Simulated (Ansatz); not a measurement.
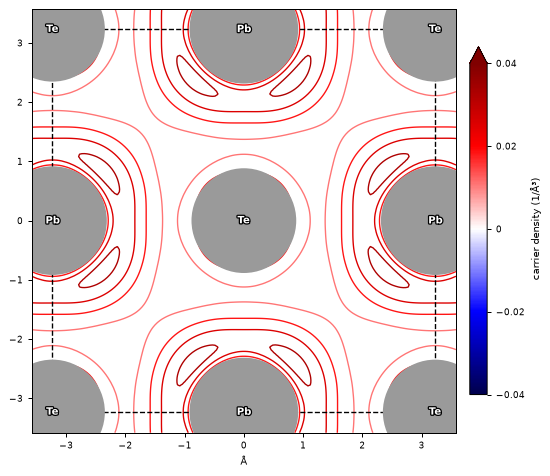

Figure. TePb. Where the extra electron sits when 0.5 electron is added to the 2-atom cell of the calculation (uniform compensating background, atoms fixed); the change of density for each carrier, counted positive where the carrier is: a map on the (100) plane of the conventional cell, with grey discs over the atomic cores. Cores are masked to 0.9 Å (Te) and 0.9 Å (Pb).

Space group Fm-3m.

Computed with DFT r2SCAN, scalar-relativistic, plane waves, PAW (Ansatz 0.2.0).

Core electrons are frozen (PAW), so the fields are smoothed inside the atomic spheres.

Describe the change of density.

Summed over atomic cells sized by the Bader volumes, the added electron divides as Pb about 55 % and Te about 45 %; the most favoured element is Pb, which fills 40 % of the volume. Over the whole cell, outside the cores, it is densest 1.2 Å from a lead nucleus. The counter-flow of charge adds up to under 0.1 e for each carrier. These are shares of the net change, screening included; the states that take the carrier can be more concentrated. This is very heavy doping, far beyond the dilute limit.

Run times: 23 s (electron) and 24 s (base cell), on 1 thread of Arm Neoverse N1 (shared host).
